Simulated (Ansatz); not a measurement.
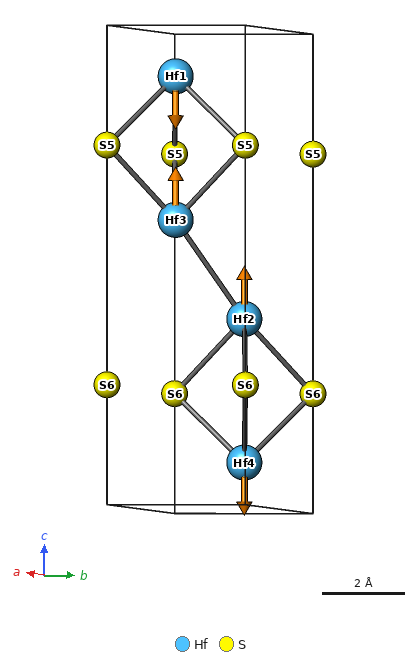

One vibrational mode of crystalline Hf$_{2}$S at the zone centre. The orange arrows are the displacements of the atoms (eigenvector over the root of the mass), of arbitrary overall length and sign. Style: ball-and-stick. Shown: the cell of the calculation, from a free direction.

The calculation used DFT r2SCAN, scalar-relativistic, plane waves, PAW in Ansatz.

The input:
```yaml
crystal:
  lattice:
    - [3.3814293755, 0.0, 0.0]
    - [-1.6907146878, 2.9284037403, 0.0]
    - [0.0, 0.0, 11.7409506909]
  atoms:
    - { symbol: Hf, position: [0.6666666667, 0.3333333333, 0.8997311381] }
    - { symbol: Hf, position: [0.3333333333, 0.6666666667, 0.3997311381] }
    - { symbol: Hf, position: [0.6666666667, 0.3333333333, 0.6002688619] }
    - { symbol: Hf, position: [0.3333333333, 0.6666666667, 0.1002688619] }
    - { symbol: S, position: [0.0, 0.0, 0.75] }
    - { symbol: S, position: [0.0, 0.0, 0.25] }
basis:
  ecutwfc: 500
kpoints:
  mp_grid: { grid: [18, 18, 4] }
hamiltonian:
  xc: r2scan
scf:
  occupations: { method: gaussian, width: 0.15 }
output:
  eigenvalues: true
phonons:
  method: fd
  supercell: [1, 1, 1]
  amplitude: 0.02
  eigenvectors: true
  dielectric: false
```

Launched with:
```bash
ansatz run input.yaml --threads 2 --pin off --max-ram 5120MiB --backend cpu --events-out ev --progress --plain --runs-dir out
```

**Give the symmetry, activity and frequency of this mode.**

This is the B₂u mode at 3.47 THz, optical level 3 of 9, counted from below, silent by symmetry (neither infrared- nor Raman-active). The S atoms stay at rest; all motion is along c; atoms of one kind move against one another, with no net shift of their sublattice.
